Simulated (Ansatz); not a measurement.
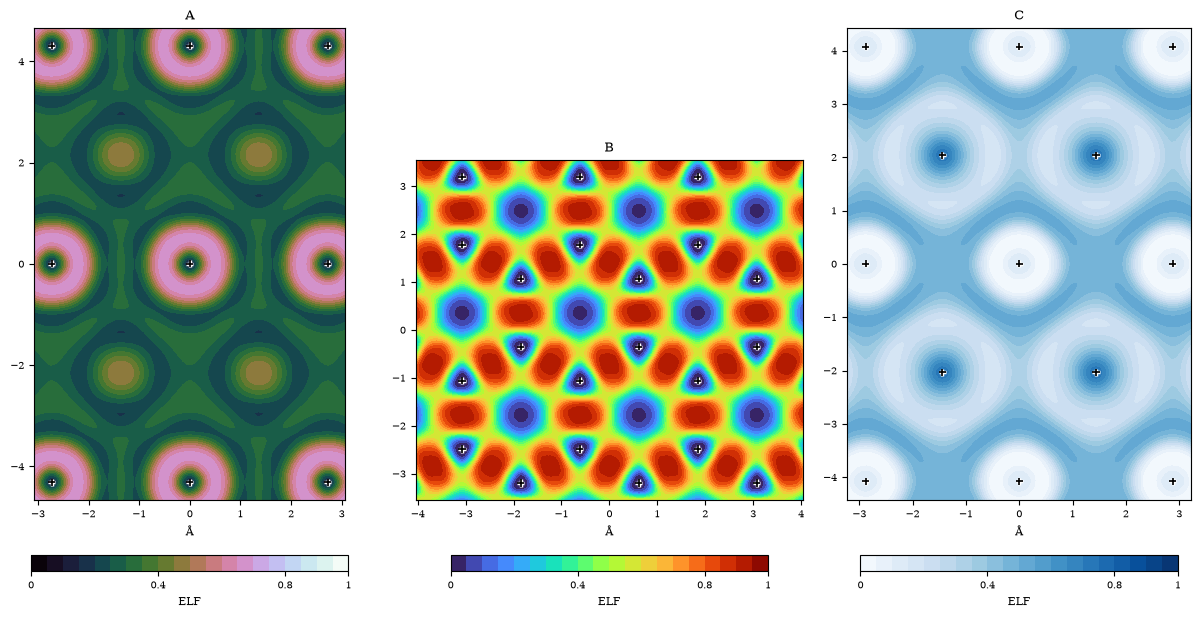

The ELF of 3 systems, each on a plane through atoms (crosses mark nuclei in the plane).

Method: DFT, PBEsol, PAW with Ansatz's default frozen-core files, scalar-relativistic in Ansatz.

System 1: C, the (001) plane of the conventional cell. Space group R-3m; changed on purpose from its base cell (zz strain of -2 %, PAW files).

```yaml
crystal:
  lattice:
    - [2.46000, 0.00000, 0.00000]
    - [-1.23000, 2.13042, 0.00000]
    - [0.00000, 0.00000, 32.78100]
  atoms:
    - { symbol: C, position: [0.00000, 0.00000, 0.05000] }
    - { symbol: C, position: [0.66667, 0.33333, 0.38333] }
    - { symbol: C, position: [0.33333, 0.66667, 0.71667] }
    - { symbol: C, position: [0.66667, 0.33333, 0.28333] }
    - { symbol: C, position: [0.33333, 0.66667, 0.61667] }
    - { symbol: C, position: [0.00000, 0.00000, 0.95000] }
    - { symbol: C, position: [0.00000, 0.00000, 0.28300] }
    - { symbol: C, position: [0.66667, 0.33333, 0.61633] }
    - { symbol: C, position: [0.33333, 0.66667, 0.94967] }
    - { symbol: C, position: [0.66667, 0.33333, 0.05033] }
    - { symbol: C, position: [0.33333, 0.66667, 0.38367] }
    - { symbol: C, position: [0.00000, 0.00000, 0.71700] }
```

System 2: AlNi, the (101) plane of the conventional cell. Space group Pm-3m; computed pressure about −3 GPa in this cell; the program warned that a starting moment wasn't kept; spin-polarised, but the moments vanished.

```
Al Ni
1.0
     2.88100    0.00000    0.00000
     0.00000    2.88100    0.00000
     0.00000    0.00000    2.88100
Al Ni
1 1
Direct
  0.00000 0.00000 0.00000
  0.50000 0.50000 0.50000
```

System 3: Ru, the (100) plane of the conventional cell. Space group P6₃/mmc; computed pressure about −12 GPa in this cell; computed without spin polarisation.

```
Ru
1.0
     2.72372    0.00000    0.00000
    -1.36186    2.35881    0.00000
     0.00000    0.00000    4.31026
Ru
2
Direct
  0.33333 0.66667 0.25000
  0.66667 0.33333 0.75000
```

**Match each panel to its system.**

Panel A is system 3, Ru: the plane holds Ru. Ru–Ru (2.72 Å): the ELF is about 0.30 at the midpoint. Panel B is system 1, C: the plane holds C. C–C (1.42 Å): the ELF peaks at about 0.95 between the atoms. Panel C is system 2, AlNi: the plane holds Al and Ni. Al–Ni (2.50 Å): the ELF is about 0.40 at the midpoint.
